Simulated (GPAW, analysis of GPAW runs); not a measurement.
# Monovacancy in Ta: vacancy formation, PBE (GPAW)

How near does this set-up come to the measured vacancy formation? Subject: monovacancy in Ta. Set-up: PBE, plane waves 500 eV, 32-site cell, PBE lattice, k: the zone centre alone. The model is a cell of 32 host atoms with 1 Ta taken out. The formation energy is the energy of the cell with the vacancy less that of the same number of atoms in the perfect cell.

Measured beforehand: Vacancy formation energy (middle of the quoted range, half its width as the uncertainty), printed as 2.8 to 3.1 eV: 2.95 eV (quoted in “Multiscale Modelling of Crowdion and Vacancy Defects in Body-Centred Cubic Transition Metals”, 2007, P. M. Derlet, D. Nguyen-Manh, S. L. Dudarev, quoting earlier work (1991)).

Calculated with GPAW 26.7.0; GPAW plane-wave PAW DFT, PBE; relaxation of all atoms of a defect supercell.

**1. The starting structure**

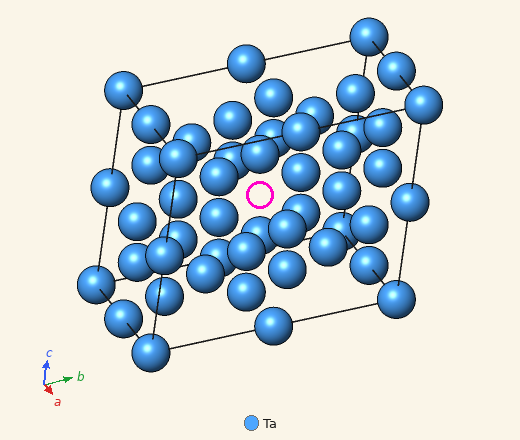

The starting structure, seen slightly off an axis (tantalum blue). A ring marks the centre wherever it is empty. Some periodic images of atoms are drawn too.

The cell holds 31 atoms: 31 Ta. Its edges and angles: a = 9.398 Å, b = 9.398 Å, c = 9.398 Å, α = 60.0°, β = 60.0°, γ = 60.0°. It derives from Ta (space group Im-3m). Nearest the centre at fractional (0.500, 0.500, 0.500): Ta8 at 2.88 Å, Ta26 at 2.88 Å, Ta22 at 2.88 Å, Ta12 at 2.88 Å, Ta29 at 2.88 Å, Ta4 at 2.88 Å, Ta20 at 2.88 Å, Ta14 at 2.88 Å.

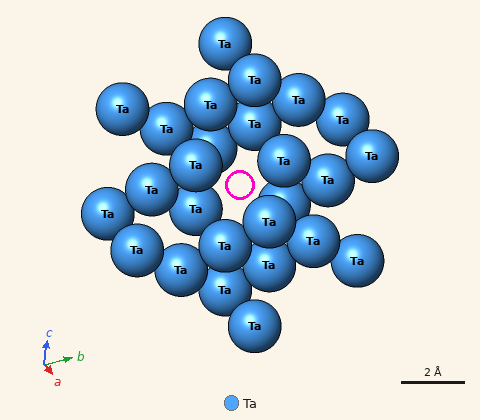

The atoms within 5 Å of the centre. A ring marks the centre wherever it is empty.

The host's primitive cell comes from a first run (GPAW plane-wave PAW DFT, PBE; relaxation of cell and atoms of a defect-free cell): vectors of 2.878, 2.878 and 2.878 Å. That is 18.34 Å³ an atom, 1.8 % over the diffraction cell's volume. The supercell is built on it.

**2. Relaxation, charge 0**

Every later number rests on the structure around the defect, so the atoms are relaxed at the host's lattice first.

File run.py:

```python
import numpy as np
from ase.io import read, write
from ase.parallel import parprint, world
from gpaw import GPAW, PW
from ase.optimize import BFGS

atoms = read('POSCAR')
calc = GPAW(mode=PW(500),
            xc='PBE',
            kpts={'size': (1, 1, 1), 'gamma': True},
            occupations={'name': 'fermi-dirac', 'width': 0.1},
            nbands=282,
            convergence={'density': 1e-05, 'forces': 0.001},
            maxiter=150,
            symmetry='off',
            txt='gpaw.txt')
atoms.calc = calc
opt = BFGS(atoms, trajectory='relax.traj', logfile='-')
done = opt.run(fmax=0.02, steps=80)
parprint('Converged:', done)
energy = atoms.get_potential_energy()
forces = atoms.get_forces()
parprint(f'Energy: {energy:.6f} eV, largest force {np.linalg.norm(forces, axis=1).max():.4f} eV/A')
calc.write('gs.gpw')
write('final.xyz', atoms)
for s in range(calc.get_number_of_spins()):
    parprint('Levels (eV), spin', s, calc.get_eigenvalues(kpt=0, spin=s)[-16:].round(3))
```

File POSCAR:

```
Ta
 1.0000000000000000
     0.0000000000000009    6.6454017698666075    6.6454017698666021
     6.6454017698665968    0.0000000000000053    6.6454017698665968
     6.6454017698665959    6.6454017698666004    0.0000000000000036
 Ta 
  31
Direct
  0.0000000000000000  0.0000000000000000 -0.0000000000000000
  0.1250000000000000  0.1250000000000000  0.1250000000000000
  0.2500000000000000  0.2500000000000000  0.2500000000000000
  0.3750000000000000  0.3750000000000001  0.3749999999999998
  0.0000000000000000  0.0000000000000000  0.5000000000000000
  0.1249999999999999  0.1250000000000000  0.6250000000000000
  0.2500000000000000  0.2499999999999999  0.7500000000000001
  0.3750000000000000  0.3750000000000002  0.8749999999999998
  0.0000000000000000  0.5000000000000000 -0.0000000000000000
  0.1250000000000000  0.6250000000000000  0.1250000000000000
  0.2500000000000001  0.7500000000000000  0.2500000000000000
  0.3749999999999999  0.8750000000000001  0.3750000000000000
 -0.0000000000000001  0.5000000000000000  0.5000000000000001
  0.1249999999999998  0.6249999999999999  0.6250000000000002
  0.2500000000000000  0.7500000000000001  0.7500000000000000
  0.3750000000000002  0.8750000000000001  0.8749999999999998
  0.5000000000000000  0.0000000000000000 -0.0000000000000000
  0.6250000000000000  0.1249999999999999  0.1250000000000001
  0.7500000000000000  0.2499999999999999  0.2500000000000001
  0.8750000000000001  0.3750000000000002  0.3749999999999998
  0.4999999999999998 -0.0000000000000001  0.5000000000000001
  0.6250000000000000  0.1250000000000001  0.6250000000000000
  0.7499999999999998  0.2499999999999998  0.7500000000000002
  0.8750000000000000  0.3749999999999998  0.8750000000000001
  0.5000000000000000  0.5000000000000000 -0.0000000000000000
  0.6250000000000000  0.6249999999999999  0.1250000000000001
  0.7499999999999999  0.7499999999999998  0.2500000000000001
  0.8750000000000000  0.8749999999999999  0.3750000000000001
  0.6250000000000000  0.6250000000000000  0.6249999999999999
  0.7500000000000000  0.7500000000000001  0.7499999999999997
  0.8749999999999998  0.8749999999999999  0.8750000000000001
```

Launch:

```sh
OMP_NUM_THREADS=1 mpirun -n 4 gpaw python run.py > stdout
```

Log:

```text
__  _  _
 | _ |_)|_||  |
 |__||  | ||/\| - 26.7.0

Input parameters:
  mode=PW(ecut=500.0),
  convergence={'density': 1e-05, 'forces': 0.001},
  kpts=MonkhorstPack(size=(1, 1, 1), gamma=True),
  maxiter=150,
  nbands=282,
  occupations=Occupations(name='fermi-dirac', width=0.1),
  symmetry=Symmetry(point_group=False, time_reversal=False),
  xc=XC(name='PBE')

Diagonalizing LCAO Hamiltonian
Converting LCAO to pw mode

                                           Ta

                                 Ta
                                      Ta
                                   Ta
                            Ta
                         Ta      Ta      Ta
                              Ta
                      Ta       Ta
                   Ta               Ta
                         Ta      Ta
                 Ta      Ta
              Ta      Ta       Ta
                   Ta       Ta
                    Ta
         Ta      Ta      Ta
                      Ta
               Ta
            Ta
                 Ta

       Ta

Atoms  # Å, Bohr magnetons
|    | symbol |         x |         y |         z |    initial magnetic moments |
|----|--------|-----------|-----------|-----------|-----------------------------|
|  0 |     Ta |  0.000000 |  0.000000 |  0.000000 | ( 0.0000,  0.0000,  0.0000) |
|  1 |     Ta |  1.661350 |  1.661350 |  1.661350 | ( 0.0000,  0.0000,  0.0000) |
|  2 |     Ta |  3.322701 |  3.322701 |  3.322701 | ( 0.0000,  0.0000,  0.0000) |
|  3 |     Ta |  4.984051 |  4.984051 |  4.984051 | ( 0.0000,  0.0000,  0.0000) |
|  4 |     Ta |  3.322701 |  3.322701 |  0.000000 | ( 0.0000,  0.0000,  0.0000) |
|  5 |     Ta |  4.984051 |  4.984051 |  1.661350 | ( 0.0000,  0.0000,  0.0000) |
|  6 |     Ta |  6.645402 |  6.645402 |  3.322701 | ( 0.0000,  0.0000,  0.0000) |
|  7 |     Ta |  8.306752 |  8.306752 |  4.984051 | ( 0.0000,  0.0000,  0.0000) |
|  8 |     Ta |  3.322701 |  0.000000 |  3.322701 | ( 0.0000,  0.0000,  0.0000) |
|  9 |     Ta |  4.984051 |  1.661350 |  4.984051 | ( 0.0000,  0.0000,  0.0000) |
| 10 |     Ta |  6.645402 |  3.322701 |  6.645402 | ( 0.0000,  0.0000,  0.0000) |
| 11 |     Ta |  8.306752 |  4.984051 |  8.306752 | ( 0.0000,  0.0000,  0.0000) |
| 12 |     Ta |  6.645402 |  3.322701 |  3.322701 | ( 0.0000,  0.0000,  0.0000) |
| 13 |     Ta |  8.306752 |  4.984051 |  4.984051 | ( 0.0000,  0.0000,  0.0000) |
| 14 |     Ta |  9.968103 |  6.645402 |  6.645402 | ( 0.0000,  0.0000,  0.0000) |
| 15 |     Ta | 11.629453 |  8.306752 |  8.306752 | ( 0.0000,  0.0000,  0.0000) |
[...]
Unit cell  # Å
| periodic |        x |        y |        z |  lengths |    angles |
|----------|----------|----------|----------|----------|-----------|
|      yes | 0.000000 | 6.645402 | 6.645402 | 9.398017 | 60.000000 |
|      yes | 6.645402 | 0.000000 | 6.645402 | 9.398017 | 60.000000 |
|      yes | 6.645402 | 6.645402 | 0.000000 | 9.398017 | 60.000000 |

Number of symmetries: 1
Symmetry operations  # r_c * U_cc + t_c -> r_c
|   | kind |            matrix            |
|---|------|------------------------------|
| 0 |  E   |  1, 0, 0,  0, 1, 0,  0, 0, 1 |

BZ-sampling:
  Number of BZ points: 1
  Number of IBZ points: 1

  Monkhorst-Pack size: [1, 1, 1]
  Monkhorst-Pack shift: [0, 0, 0]

K-points  # in reciprocal-cell coordinates
|   |                                coordinates |     weight |
|---|--------------------------------------------|------------|
| 0 | (  0.00000000,   0.00000000,   0.00000000) | 1.00000000 |

Plane wave coefficients: 7505
Cutoff: 500.0 eV

Spin-components: 1 (collinear spins)
Bands:           282
Projectors:      186
Spin-degeneracy: 2
Datatype:        float64

Density:
  Valence electrons: 403.0
  Components: 1
  Grid points: [49 49 49]
  Charge: 0.0  # |e|

Potential:
  Grid points: [49 49 49]

species:
  Ta:
    name:    Tantalum
    Z:       73.0
    valence: 13
    core:    60
    charge:  0.0  # [|e|]
    compensation charges:
      type: gauss
      rc: 0.42  # [Å]
      lmax: 2
    cutoffs:
      filter: 2.36  # [Å]
      core: 3.45  # [Å]
    projectors
    | kind |    occ | energy [eV] | rcut [Å] |
    |------|--------|-------------|----------|
    |   5s |  2.000 |     -72.790 |    1.365 |
    |   6s |  2.000 |      -5.429 |    1.365 |
    |   5p |  6.000 |     -39.427 |    1.349 |
    |   6p |  0.000 |      -1.396 |    1.349 |
    |   5d |  3.000 |      -3.603 |    1.307 |
    |    d |        |      23.609 |    1.307 |

    Using partial waves for Ta as LCAO basis

Reference energy: -13149345.683429  # eV

eigensolver:
  PPCG
  Converge bands: occupied
  niter=2

density mixing:
  MSR1-Mixer
  Pratt-step length: 0.05
  Maximum mixing coefficient: 0.75
  Old densities: 10
  SVD Regularization: 0.005
  Good broyden scale: 1.0
  Trust region scale: 1.0
  Backstep threshold: 4.0
  History deletion threshold: 6.0
  Fourier metric: weight=20.0, sigma=0.015

occupation numbers:
  Fermi-Dirac:
    width: 0.1000  # eV

poisson solver:
  ecut: 4000.0  # eV

xc functional:
  name: PBE with 2 nearest neighbor stencil

Initialization done in: 7.819 s

convergence criteria:
- Maximum integral of absolute [dens]ity change: 1e-05 electrons / valence electron
- Maximum change in the atomic [forces] across last 2 cycles: 0.001 eV/Ang OR
Maximum error relative to the maximum force is below inf
- Maximum [total energy] change in last 3 cyles: 0.0005 eV / valence electron
- Maximum integral of absolute [eigenst]ate change: 4e-08 eV^2 / valence electron
maximum number of iterations: 150

SCF iterations
|iter     | |      energy | eigst |  dens |force |
|---------|-|-------------|-------|-------|------|
|iter:   1| | -320.997203 | +0.14 |       |      |
|iter:   2| | -319.739387 | -1.95 | -1.30 |      |
|iter:   3| | -321.594987 | -0.99 | -1.33 |      |
|iter:   4| | -316.491443 | -1.11 | -1.39 |      |
|iter:   5| | -315.931449 | -1.60 | -1.75 |      |
|iter:   6| | -315.584713 | -2.45 | -1.93 |      |
|iter:   7| | -315.687113 | -2.82 | -2.24 |      |
|iter:   8| | -315.727078c| -2.84 | -2.36 |      |
|iter:   9| | -315.645557c| -3.27 | -2.32 |      |
|iter:  10| | -315.642725c| -4.31 | -2.95 |      |
|iter:  11| | -315.642733c| -4.94 | -3.35 |      |
|iter:  12| | -315.642654c| -5.69 | -3.67 |      |
|iter:  13| | -315.642825c| -5.74 | -3.94 |      |
|iter:  14| | -315.642731c| -6.12 | -3.78 |      |
|iter:  15| | -315.642731c| -6.91 | -4.39 |      |
|iter:  16| | -315.642734c| -7.39 | -4.54 |      |
|iter:  17| | -315.642728c| -7.56c| -4.73 |      |
|iter:  18| | -315.642738c| -7.74c| -5.19c|      |
[...]
|        ... |               |           |
[...]
Gap: 0.643 eV
Transition (v -> c):
  (s=0, k=0, n=201, [0.00, 0.00, 0.00]) -> (s=0, k=0, n=202, [0.00, 0.00, 0.00])
No difference between direct/indirect transitions

Forces  # eV/Ang
|        x |        y |        z |
|----------|----------|----------|
[...]
Ta      Ta      Ta
[...]
Ta      Ta
                 Ta      Ta
              Ta       Ta     Ta
                   Ta       Ta
[...]
Ta      Ta      Ta
[...]
Atoms  # Å, Bohr magnetons
|    | symbol |         x |         y |         z |    initial magnetic moments |
|----|--------|-----------|-----------|-----------|-----------------------------|
[...]
Unit cell  # Å
| periodic |        x |        y |        z |  lengths |    angles |
|----------|----------|----------|----------|----------|-----------|
|      yes | 0.000000 | 6.645402 | 6.645402 | 9.398017 | 60.000000 |
|      yes | 6.645402 | 0.000000 | 6.645402 | 9.398017 | 60.000000 |
|      yes | 6.645402 | 6.645402 | 0.000000 | 9.398017 | 60.000000 |

Initialization done in: 0.719 s

convergence criteria:
- Maximum integral of absolute [dens]ity change: 1e-05 electrons / valence electron
- Maximum change in the atomic [forces] across last 2 cycles: 0.001 eV/Ang OR
Maximum error relative to the maximum force is below inf
- Maximum [total energy] change in last 3 cyles: 0.0005 eV / valence electron
- Maximum integral of absolute [eigenst]ate change: 4e-08 eV^2 / valence electron
maximum number of iterations: 150

SCF iterations
|iter     | |      energy | eigst |  dens |force |
|---------|-|-------------|-------|-------|------|
|iter:   1| | -316.156178c| -3.41 |       |      |
[...]
|iter:   7| | -316.139088c| -6.80 | -4.17 |      |
|iter:   8| | -316.139086c| -7.29 | -4.40 |      |
|iter:   9| | -316.139095c| -7.26 | -4.54 |      |
|iter:  10| | -316.139093c| -7.59c| -4.56 |      |
|iter:  11| | -316.139089c| -7.87c| -4.83 |      |
|iter:  12| | -316.139090c| -7.97c| -5.20c|-1.26 |
|iter:  13| | -316.139091c| -8.66c| -5.43c|-3.13c|

Converged in 13 steps
SCF loop duration: 25.483 s (1.960 s/step)
Energy contributions relative to reference atoms: (reference = -13149345.683429)

Energy contributions:
  Kinetic:           0.718171
  Coulomb:         -47.627007
  Zero:             -7.533098
  External:          0.000000
  Xc:             -261.551537
  Entropy:          -0.291240
  Spinorbit:         0.000000
  ----------------------------
  Free energy:    -316.284711
  Extrapolated:   -316.139091

dipole moment: (-143.205587, -0.102122, 47.580083)  # |e|*Ang

Fermi level: 10.867
Eigenvalues  # (at kpt = [0.000, 0.000, 0.000])
| band index |      eig [eV] | occ [0-2] |
|------------|---------------|-----------|
[...]
|        ... |               |           |
[...]
|        ... |               |           |
[...]
Gap: 0.639 eV
Transition (v -> c):
  (s=0, k=0, n=201, [0.00, 0.00, 0.00]) -> (s=0, k=0, n=202, [0.00, 0.00, 0.00])
No difference between direct/indirect transitions

Forces  # eV/Ang
|        x |        y |        z |
|----------|----------|----------|
[...]
Ta
                         Ta      Ta      Ta
                              Ta
                       Ta     Ta
                   Ta               Ta
                         Ta      Ta
                 Ta      Ta
              Ta       Ta     Ta
                   Ta       Ta
                    Ta
         Ta      Ta      Ta
                      Ta
               Ta
            Ta
                 Ta

       Ta

Atoms  # Å, Bohr magnetons
|    | symbol |         x |         y |         z |    initial magnetic moments |
|----|--------|-----------|-----------|-----------|-----------------------------|
[...]
| 23 |     Ta |  8.328638 | 11.607989 |  8.327788 | ( 0.0000,  0.0000,  0.0000) |
| 24 |     Ta |  3.323084 |  3.322810 |  6.644996 | ( 0.0000,  0.0000,  0.0000) |
| 25 |     Ta |  5.040391 |  5.040116 |  8.251186 | ( 0.0000,  0.0000,  0.0000) |
| 26 |     Ta |  6.646092 |  6.644928 | 10.060627 | ( 0.0000,  0.0000,  0.0000) |
| 27 |     Ta |  8.328173 |  8.327377 | 11.608257 | ( 0.0000,  0.0000,  0.0000) |
| 28 |     Ta |  8.251238 |  8.250869 |  8.251569 | ( 0.0000,  0.0000,  0.0000) |
| 29 |     Ta |  9.968650 |  9.967672 |  9.968153 | ( 0.0000,  0.0000,  0.0000) |
| 30 |     Ta | 11.608687 | 11.607879 | 11.607751 | ( 0.0000,  0.0000,  0.0000) |

Unit cell  # Å
| periodic |        x |        y |        z |  lengths |    angles |
|----------|----------|----------|----------|----------|-----------|
|      yes | 0.000000 | 6.645402 | 6.645402 | 9.398017 | 60.000000 |
|      yes | 6.645402 | 0.000000 | 6.645402 | 9.398017 | 60.000000 |
|      yes | 6.645402 | 6.645402 | 0.000000 | 9.398017 | 60.000000 |

Initialization done in: 0.690 s

convergence criteria:
- Maximum integral of absolute [dens]ity change: 1e-05 electrons / valence electron
- Maximum change in the atomic [forces] across last 2 cycles: 0.001 eV/Ang OR
Maximum error relative to the maximum force is below inf
- Maximum [total energy] change in last 3 cyles: 0.0005 eV / valence electron
- Maximum integral of absolute [eigenst]ate change: 4e-08 eV^2 / valence electron
maximum number of iterations: 150

SCF iterations
|iter     | |      energy | eigst |  dens |force |
|---------|-|-------------|-------|-------|------|
|iter:   1| | -316.140314c| -4.60 |       |      |
|iter:   2| | -316.139311c| -5.61 | -3.22 |      |
|iter:   3| | -316.139242c| -5.78 | -3.74 |      |
|iter:   4| | -316.139254c| -7.01 | -4.17 |      |
|iter:   5| | -316.139244c| -7.02 | -4.32 |      |
|iter:   6| | -316.139246c| -7.38 | -4.54 |      |
|iter:   7| | -316.139248c| -7.94c| -4.87 |      |
|iter:   8| | -316.139246c| -7.77c| -5.06c|-1.90 |
|iter:   9| | -316.139245c| -7.83c| -4.99 |      |
|iter:  10| | -316.139247c| -8.52c| -5.51c|-2.74 |
|iter:  11| | -316.139247c| -8.81c| -5.58c|-3.40c|

Converged in 11 steps
SCF loop duration: 19.700 s (1.791 s/step)
Energy contributions relative to reference atoms: (reference = -13149345.683429)

Energy contributions:
  Kinetic:           0.727744
  Coulomb:         -47.635791
  Zero:             -7.533065
  External:          0.000000
  Xc:             -261.552508
  Entropy:          -0.291252
  Spinorbit:         0.000000
  ----------------------------
  Free energy:    -316.284873
  Extrapolated:   -316.139247

dipole moment: (-47.641226, -0.071651, 47.633117)  # |e|*Ang

Fermi level: 10.868
Eigenvalues  # (at kpt = [0.000, 0.000, 0.000])
| band index |      eig [eV] | occ [0-2] |
|------------|---------------|-----------|
[...]
|        ... |               |           |
[...]
|        203 |        11.391 |     0.011 |
|        204 |        11.392 |     0.011 |
|        205 |        12.021 |     0.000 |
|        206 |        12.021 |     0.000 |
|        207 |        12.021 |     0.000 |
|        208 |        12.310 |     0.000 |
|        209 |        12.310 |     0.000 |
|        ... |               |           |
|        281 |        16.162 |     0.000 |

Gap: 0.639 eV
Transition (v -> c):
  (s=0, k=0, n=201, [0.00, 0.00, 0.00]) -> (s=0, k=0, n=202, [0.00, 0.00, 0.00])
No difference between direct/indirect transitions

Forces  # eV/Ang
|        x |        y |        z |
|----------|----------|----------|
[...]
|  0.00676 | -0.00939 |  0.00497 |  # Ta  23
|  0.00064 | -0.00214 | -0.00083 |  # Ta  24
| -0.00519 | -0.01150 | -0.00427 |  # Ta  25
| -0.00391 |  0.00421 |  0.00511 |  # Ta  26
|  0.00869 |  0.01076 | -0.01060 |  # Ta  27
|  0.00916 |  0.00374 | -0.00749 |  # Ta  28
| -0.00247 |  0.00165 | -0.00411 |  # Ta  29
| -0.00802 | -0.00706 | -0.00682 |  # Ta  30

# Writing to gs.gpw (mode='')
```

Run time: 9.4 min. Hardware: 4 MPI ranks of Arm Neoverse V2, shared host; peak memory 1.4 GiB; 38 min of CPU time.

The run converged, but on settings that a careful run would not use, so its numbers are not the defect's.

(Part 1 of 2 ends here.)

[Logs are printed without paths, hosts, clocks, repeated set-up lines and the standing remarks that a program may print on its own settings, such as how far it seeks lower states.]

[Hosts, paths, dates, database ids (printed as entryN), source tags and the programs' standing remarks are cut or masked in the printed files.]

[For some hosts the program warned that the k-mesh of the response run may be too coarse for force constants and the static dielectric constant; such warnings are not shown here.]
